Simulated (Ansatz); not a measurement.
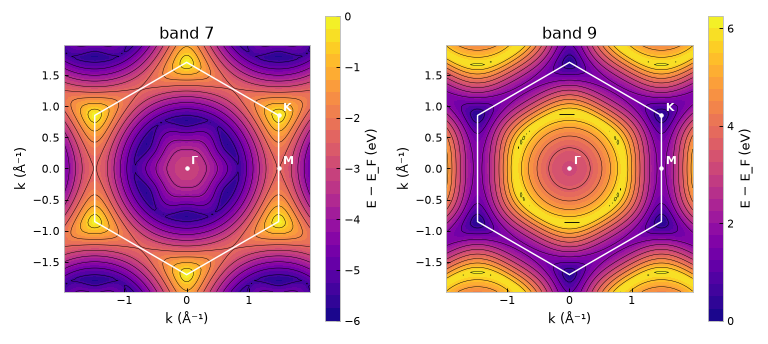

Two bands of one free-standing C layer cut from the bulk crystal (space group of the slab cell P6/mmm) over the plane of the sheet: the highest mostly filled and the lowest mostly empty one.

Theory: DFT PBE, spin-orbit coupling, plane waves, PAW; levels and slopes on a dense k mesh at the converged density in Ansatz. Non-magnetic. With an inversion centre and no moment every band is doubly degenerate; a pair is shown and named once. The levels come from a k mesh of 72×72×1 points. The geometry was not relaxed.

> Give both levels and their distance at the named points.

```tsv
point	lower band (eV)	upper band (eV)	distance (eV)
Γ	−3.04	3.19	6.23
K	0.00	0.00	0.00
M	−2.38	1.69	4.07
```

> Is there a gap?

No gap shows on this mesh: the two bands touch at K, at the Fermi level, so the Fermi surface shrinks to points.
